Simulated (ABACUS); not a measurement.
## PbTe: geometry relaxation (part 2 of 2)

The same run, continued: PbTe (2 atoms in the cell); Kohn-Sham DFT of a periodic cell, SOGGA, SG15 ONCV 1.2 PBE, no spin polarisation (ABACUS 3.10.1); cutoff 1129.27 eV, 6×6×6 k-mesh, fermi-dirac of 0.05 eV. The structure derives from an entry of the Crystallography Open Database.

Geometry of the input (Å; fractional positions):
```
-3.2310  0.0000  3.2310
0.0000  3.2310  3.2310
-3.2310  3.2310  0.0000
Pb 0.0000  0.0000  0.0000
Te 0.5000  0.5000  0.5000
```

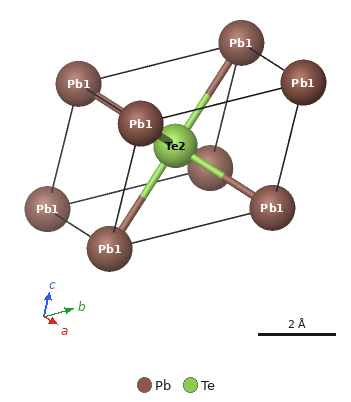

Figure 1. The geometry at step 1 of the log (ball-and-stick view of the cell of the calculation, seen slightly off an axis; atoms are numbered from 1 in the order of the input).

**The program's output, continued**
```
 Density error is 8.62364202081e-06
                          Error Threshold = 6.81552765035e-07
----------------------------------------------------------
     Energy           Rydberg                 eV
----------------------------------------------------------
 E_KohnSham     -287.0902645596      -3906.0634383377
 E_Harris       -287.0933096037      -3906.1048682890
 E_Fermi        0.7364710426         10.0202025912
----------------------------------------------------------

 PW ALGORITHM --------------- ION=   1  ELEC=   5--------------------------------

 Density error is 3.63519202037e-07
                          Error Threshold = 2.87454734027e-08
----------------------------------------------------------
     Energy           Rydberg                 eV
----------------------------------------------------------
 E_KohnSham     -287.0902655340      -3906.0634515959
 E_Harris       -287.0913431985      -3906.0781139726
 E_Fermi        0.7364610870         10.0200671379
----------------------------------------------------------

 PW ALGORITHM --------------- ION=   1  ELEC=   6--------------------------------

 Density error is 1.64081837069e-08
                          Error Threshold = 1.21173067346e-09
----------------------------------------------------------
     Energy           Rydberg                 eV
----------------------------------------------------------
 E_KohnSham     -287.0902656204      -3906.0634527714
 E_Harris       -287.0900333617      -3906.0602927293
 E_Fermi        0.7364689440         10.0201740391
----------------------------------------------------------

 PW ALGORITHM --------------- ION=   1  ELEC=   7--------------------------------

 Density error is 8.06991338354e-09
                          Error Threshold = 5.46939456896e-11
----------------------------------------------------------
     Energy           Rydberg                 eV
----------------------------------------------------------
 E_KohnSham     -287.0902656198      -3906.0634527627
 E_KS(sigma->0) -287.0902635658      -3906.0634248166
 E_Harris       -287.0900777169      -3906.0608962130
 E_band         -20.7239939824       -281.9644034787
 E_one_elec     -112.1229995329      -1525.5116704995
 E_Hartree      66.5551884634        905.5297945663
 E_xc           -31.8367594085       -433.1613338106
 E_Ewald        -209.6856910338      -2852.9201871268
 E_entropy(-TS) -0.0000041080        -0.0000558921
 E_descf        0.0000000000         0.0000000000
 E_exx          0.0000000000         0.0000000000
 E_Fermi        0.7364873420         10.0204243564
----------------------------------------------------------

 charge density convergence is achieved
 final etot is -3906.0634528 eV
 EFERMI = 10.020424356 eV

 STATE ENERGY(eV) AND OCCUPATIONS    NSPIN == 1
[... levels at 4 further k points ...]

------------------------------------------------------------------------------------------
 TOTAL-FORCE (eV/Angstrom)
------------------------------------------------------------------------------------------
                       Pb1         0.0000000000         0.0000000000         0.0000000000
                       Te1         0.0000000000         0.0000000000         0.0000000000
------------------------------------------------------------------------------------------

----------------------------------------------------------------
 TOTAL-STRESS (KBAR)
----------------------------------------------------------------
       -10.3884695348         0.0000000000         0.0000000000
         0.0000000000       -10.3884695348         0.0000000000
         0.0000000000         0.0000000000       -10.3884695348
----------------------------------------------------------------
 TOTAL-PRESSURE: -10.388470 KBAR

 Largest gradient in force is 0.000000 eV/A.
 Threshold is 0.010000 eV/A.

 Largest gradient in stress is 10.388470 kbar.
 Threshold is 1.000000 kbar.

 Relaxation is not converged yet!
DIRECT COORDINATES
    atom                   x                   y                   z     mag                  vx                  vy                  vz
taud_Pb1            0.0000000000        0.0000000000        0.0000000000  0.0000        0.0000000000        0.0000000000        0.0000000000
taud_Te1            0.5000000000        0.5000000000        0.5000000000  0.0000        0.0000000000        0.0000000000        0.0000000000

                          Volume (Bohr^3) = 440.465475
                             Volume (A^3) = 65.270171

 Lattice vectors: (Cartesian coordinate: in unit of a_0)
            -0.494532           +0.000000           +0.494532
            +0.000000           +0.494532           +0.494532
            -0.494532           +0.494532           +0.000000
 Reciprocal vectors: (Cartesian coordinate: in unit of 2 pi/a_0)
            -1.011056           -1.011056           +1.011056
            +1.011056           +1.011056           +1.011056
            -1.011056           +1.011056           -1.011056

 -------------------------------------------
 STEP OF RELAXATION : 2
 -------------------------------------------

[... set-up of the moved cell ...]

 PW ALGORITHM --------------- ION=   2  ELEC=   1--------------------------------
 Notice: Threshold on eigenvalues was too large.
 hsover_error=0.300000 > DRHO=0.000158
 Origin diag ethr = 0.010000
 New diag ethr = 0.000001

 Density error is 0.000127238333
                          Error Threshold = 0.000000526029
----------------------------------------------------------
     Energy           Rydberg                 eV
----------------------------------------------------------
 E_KohnSham     -287.0905516769      -3906.0673447691
 E_Harris       -287.0897709491      -3906.0567224221
 E_Fermi        0.7762414085         10.5613061786
----------------------------------------------------------

[... 3 further cycles ...]
 PW ALGORITHM --------------- ION=   2  ELEC=   5--------------------------------

 Density error is 0.000000002162
                          Error Threshold = 0.000000000054
----------------------------------------------------------
     Energy           Rydberg                 eV
----------------------------------------------------------
 E_KohnSham     -287.0905874233      -3906.0678311243
 E_KS(sigma->0) -287.0905834817      -3906.0677774962
 E_Harris       -287.0904990062      -3906.0666281475
 E_band         -19.7091969884       -268.1573820468
 E_one_elec     -108.4778903611      -1475.9174159299
 E_Hartree      65.2647702364        887.9727538757
 E_xc           -31.8734890471       -433.6610661807
 E_Ewald        -212.0039703684      -2884.4619956332
 E_entropy(-TS) -0.0000078832        -0.0001072561
 E_descf        0.0000000000         0.0000000000
 E_exx          0.0000000000         0.0000000000
 E_Fermi        0.7764937786         10.5647398510
----------------------------------------------------------

 charge density convergence is achieved
 final etot is -3906.06783112431 eV
 EFERMI = 10.56473985096 eV

 STATE ENERGY(eV) AND OCCUPATIONS    NSPIN == 1
[... levels at 4 further k points ...]

------------------------------------------------------------------------------------------
 TOTAL-FORCE (eV/Angstrom)
------------------------------------------------------------------------------------------
                       Pb1         0.0000000000         0.0000000000         0.0000000000
                       Te1         0.0000000000         0.0000000000         0.0000000000
------------------------------------------------------------------------------------------

----------------------------------------------------------------
 TOTAL-STRESS (KBAR)
----------------------------------------------------------------
         4.5102231103         0.0000000000        -0.0000000000
         0.0000000000         4.5102231103        -0.0000000000
        -0.0000000000        -0.0000000000         4.5102231103
----------------------------------------------------------------
 TOTAL-PRESSURE: 4.510223 KBAR

 Largest gradient in force is 0.000000 eV/A.
 Threshold is 0.010000 eV/A.

 Largest gradient in stress is 4.510223 kbar.
 Threshold is 1.000000 kbar.

 Relaxation is not converged yet!
DIRECT COORDINATES
    atom                   x                   y                   z     mag                  vx                  vy                  vz
taud_Pb1            0.0000000000        0.0000000000        0.0000000000  0.0000        0.0000000000        0.0000000000        0.0000000000
taud_Te1            0.5000000000        0.5000000000        0.5000000000  0.0000        0.0000000000        0.0000000000        0.0000000000

                          Volume (Bohr^3) = 444.610099
                             Volume (A^3) = 65.884341

 Lattice vectors: (Cartesian coordinate: in unit of a_0)
            -0.496079           +0.000000           +0.496079
            +0.000000           +0.496079           +0.496079
            -0.496079           +0.496079           +0.000000
 Reciprocal vectors: (Cartesian coordinate: in unit of 2 pi/a_0)
            -1.007904           -1.007904           +1.007904
            +1.007904           +1.007904           +1.007904
            -1.007904           +1.007904           -1.007904

 -------------------------------------------
 STEP OF RELAXATION : 3
 -------------------------------------------

[... set-up of the moved cell ...]

 PW ALGORITHM --------------- ION=   3  ELEC=   1--------------------------------
 Notice: Threshold on eigenvalues was too large.
 hsover_error=0.300000 > DRHO=0.000207
 Origin diag ethr = 0.010000
 New diag ethr = 0.000001

 Density error is 0.000208199114
                          Error Threshold = 0.000000691287
----------------------------------------------------------
     Energy           Rydberg                 eV
----------------------------------------------------------
 E_KohnSham     -287.0905903583      -3906.0678710570
 E_Harris       -287.0899169766      -3906.0587092281
 E_Fermi        0.7654337959         10.4142610658
----------------------------------------------------------

[... 3 further cycles ...]
 PW ALGORITHM --------------- ION=   3  ELEC=   5--------------------------------

 Density error is 0.000000002538
                          Error Threshold = 0.000000000094
----------------------------------------------------------
     Energy           Rydberg                 eV
----------------------------------------------------------
 E_KohnSham     -287.0906509732      -3906.0686957644
 E_KS(sigma->0) -287.0906477157      -3906.0686514436
 E_Harris       -287.0907578027      -3906.0701492549
 E_band         -20.0001034634       -272.1153676917
 E_one_elec     -109.5154522836      -1490.0341701039
 E_Hartree      65.6308470517        892.9534844697
 E_xc           -31.8628885184       -433.5168385886
 E_Ewald        -211.3431507079      -2875.4710829000
 E_entropy(-TS) -0.0000065150        -0.0000886416
 E_descf        0.0000000000         0.0000000000
 E_exx          0.0000000000         0.0000000000
 E_Fermi        0.7649921501         10.4082521673
----------------------------------------------------------

 charge density convergence is achieved
 final etot is -3906.06869576440 eV
 EFERMI = 10.40825216730 eV

 STATE ENERGY(eV) AND OCCUPATIONS    NSPIN == 1
 1/4 kpoint (Cartesian) = 0.00000 0.00000 0.00000 (5817 pws)
       1     -25.945092       0.009259
       2     -25.945092       0.009259
       3     -25.938363       0.009259
       4     -25.938363       0.009259
       5     -25.938363       0.009259
       6      -6.400630       0.009259
       7      -6.400630       0.009259
       8      -6.390315       0.009259
       9      -6.390315       0.009259
      10      -6.390315       0.009259
      11      -2.120806       0.009259
      12       4.641325       0.009259
      13       8.667382       0.009259
      14       8.667382       0.009259
      15       8.667382       0.009259
      16      14.232225       0.000000
      17      14.232225       0.000000
      18      14.232225       0.000000
      19      15.752856       0.000000

 2/4 kpoint (Cartesian) = -0.16798 0.16798 0.16798 (5838 pws)
       1     -25.945036       0.074074
       2     -25.945036       0.074074
       3     -25.938291       0.074074
       4     -25.938230       0.074074
       5     -25.938230       0.074074
       6      -6.404898       0.074074
       7      -6.404898       0.074074
       8      -6.389703       0.074074
       9      -6.385808       0.074074
      10      -6.385808       0.074074
      11      -1.875228       0.074074
      12       3.839015       0.074074
      13       8.739403       0.074074
      14       8.739403       0.074074
      15       9.104550       0.074074
      16      12.958957       0.000000
      17      13.233711       0.000000
      18      13.233711       0.000000
      19      15.562280       0.000000

 3/4 kpoint (Cartesian) = -0.33597 0.33597 0.33597 (5846 pws)
       1     -25.944931       0.074074
       2     -25.944931       0.074074
       3     -25.938145       0.074074
       4     -25.937956       0.074074
       5     -25.937956       0.074074
       6      -6.414684       0.074074
       7      -6.414684       0.074074
       8      -6.388757       0.074074
       9      -6.375502       0.074074
      10      -6.375502       0.074074
      11      -1.202284       0.074074
      12       2.343049       0.074074
      13       8.958383       0.074074
      14       8.958383       0.074074
      15       9.708937       0.074074
      16      11.468121       0.000000
      17      11.889047       0.000000
      18      11.889047       0.000000
      19      16.543329       0.000000

 4/4 kpoint (Cartesian) = -0.50395 0.50395 0.50395 (5810 pws)
       1     -25.944883       0.037037
       2     -25.944883       0.037037
       3     -25.938073       0.037037
       4     -25.937814       0.037037
       5     -25.937814       0.037037
       6      -6.419695       0.037037
       7      -6.419695       0.037037
       8      -6.388414       0.037037
       9      -6.370211       0.037037
      10      -6.370211       0.037037
      11      -0.620157       0.037037
      12       1.426069       0.037037
      13       9.139439       0.037037
      14       9.139439       0.037037
      15      10.124295       0.036911
      16      10.690177       0.000131
      17      11.284800       0.000000
      18      11.284800       0.000000
      19      18.353173       0.000000

------------------------------------------------------------------------------------------
 TOTAL-FORCE (eV/Angstrom)
------------------------------------------------------------------------------------------
                       Pb1         0.0000000000         0.0000000000         0.0000000000
                       Te1         0.0000000000         0.0000000000         0.0000000000
------------------------------------------------------------------------------------------

----------------------------------------------------------------
 TOTAL-STRESS (KBAR)
----------------------------------------------------------------
         0.0446237358        -0.0000000000         0.0000000000
        -0.0000000000         0.0446237358        -0.0000000000
         0.0000000000         0.0000000000         0.0446237358
----------------------------------------------------------------
 TOTAL-PRESSURE: 0.044624 KBAR

 Largest gradient in force is 0.000000 eV/A.
 Threshold is 0.010000 eV/A.

 Largest gradient in stress is 0.044624 kbar.
 Threshold is 1.000000 kbar.

 Relaxation is converged!

 --------------------------------------------
 !FINAL_ETOT_IS -3906.0686957644006725 eV
 --------------------------------------------
```

**Trajectory as extended XYZ (Å, eV, eV/Å), 3 frames, from step=0 to step=2**
```
2
Lattice="-3.2310 0.0000 3.2310 0.0000 3.2310 3.2310 -3.2310 3.2310 0.0000" Properties=species:S:1:pos:R:3:forces:R:3 step=0 energy=-3906.06345 pressure_GPa=-1.04
Pb    0.0000    0.0000    0.0000    0.0000   0.0000   0.0000
Te   -3.2310    3.2310    3.2310    0.0000   0.0000   0.0000
2
Lattice="-3.1957 0.0000 3.1957 0.0000 3.1957 3.1957 -3.1957 3.1957 0.0000" Properties=species:S:1:pos:R:3:forces:R:3 step=1 energy=-3906.06783 pressure_GPa=0.45
Pb    0.0000    0.0000    0.0000    0.0000   0.0000   0.0000
Te   -3.1957    3.1957    3.1957    0.0000   0.0000   0.0000
2
Lattice="-3.2057 0.0000 3.2057 0.0000 3.2057 3.2057 -3.2057 3.2057 0.0000" Properties=species:S:1:pos:R:3:forces:R:3 step=2 energy=-3906.06870 pressure_GPa=0.00
Pb    0.0000    0.0000    0.0000    0.0000   0.0000   0.0000
Te   -3.2057    3.2057    3.2057    0.0000   0.0000   0.0000
```

**Results in brief**

| quantity | value |
| --- | --- |
| outcome | converged |
| space group (tolerance 0.01 Å) | Fm-3m (225) |
| electrons treated | 30 |
| free energy | −3906.0687 eV |
| Fermi energy | 10.408 eV |
| gap on the k-point mesh | 0.57 eV |
| pressure | 0.00 GPa |
| final volume | 65.88 Å³ |
| largest force (length of the vector) at the end | under 0.001 eV/Å |
| final cell | a = 4.533 Å, b = 4.533 Å, c = 4.533 Å, α = 60.00°, β = 60.00°, γ = 60.00° |
| hardware | 4 threads of Intel Xeon (Granite Rapids), 12 GiB of memory available, shared host |
| wall time | 49 s (CPU time 3.3 min) |
| peak memory | 0.56 GiB |

Spin–orbit coupling is left out, which matters for Pb.
